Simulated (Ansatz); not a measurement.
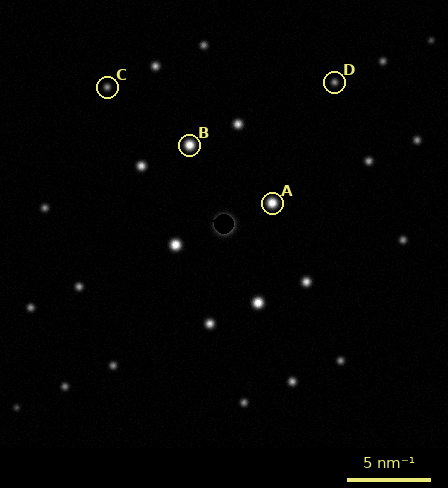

The pattern is a kinematic simulation for 100 kV electrons (no multiple scattering; isotropic B = 0.5 Å²). The zone axis points towards the electron source and the pattern is seen from the source side.

Rh, space group Fd-3m (No. 227), a = 5.460 Å. Structure: coordinates from a relaxation with DFT r2SCAN, scalar-relativistic, plane waves, PAW (Ansatz); the starting structure was generated, so it need not be a known form of this composition.

```
Rh
1.0
     5.45970    0.00000    0.00000
     0.00000    5.45970    0.00000
     0.00000    0.00000    5.45970
Rh
8
Direct
  0.00000 0.00000 0.50000
  0.25000 0.75000 0.25000
  0.00000 0.50000 0.00000
  0.25000 0.25000 0.75000
  0.50000 0.00000 0.00000
  0.75000 0.75000 0.75000
  0.50000 0.50000 0.50000
  0.75000 0.25000 0.25000
```

Spot A is indexed -1 1 1 and spot B 0 -2 2.

**Give hkl for C, D.**

C = −A + 2B = 1 -5 3 (d = 0.923 Å). D = 3A + B = -3 1 5 (d = 0.923 Å).

**Which zone axis is this?**

The cross product of A and B is parallel to [211]; every spot obeys hu + kv + lw = 0.
